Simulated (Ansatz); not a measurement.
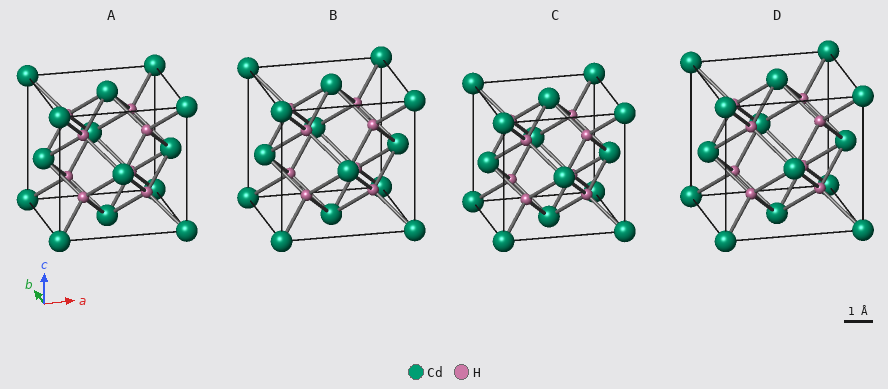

4 geometries from one relaxation of a crystal of CdH$_{2}$ (set up in Fm-3m) (coarse preliminary run), in shuffled order. Style: ball-and-stick. Shown: the conventional cell (4 times the calculation's cell), slightly off an axis. Lengths and directions refer to the drawn axes.

Case: 2 H put on empty site 2 of 1 host cells, relaxed.

The calculation used DFT PBE, scalar-relativistic, plane waves, PAW (Ansatz). (plane-wave cutoff 420 eV; k-point mesh 8 × 8 × 8; occupations gaussian; smearing width 0.1 eV; no spin polarisation; cell and atoms relaxed; force threshold 0.0325 eV/Å; at most 70 steps)

### Put them in the order of the run, from the start to the converged end.

C, A, B, D. They are steps 0, 1, 2, 8, at +1.134 eV per cell of the calculation, +0.397 eV per cell of the calculation, +76.3 meV per cell of the calculation relative to the last. The energy falls by 1.134 eV per cell of the calculation in 6 accepted moves (8 points after the start). All forces vanish by symmetry, so only the cell relaxes. Pressure: 48.62 GPa at the start and 0.03 GPa at the end. At 2 points the geometry stayed and the basis and grid were re-selected for the new cell (energy shift of 33.1 meV per cell of the calculation at most each time). No atom moves by more than 0.005 Å relative to the cell. Cell: a = b = c 4.500 → 5.099 Å (+13.3 %). Volume +45.5 %. Some distances before and after: Cd–H 1.949 → 2.208 Å. The space group stays Fm-3m (No. 225).
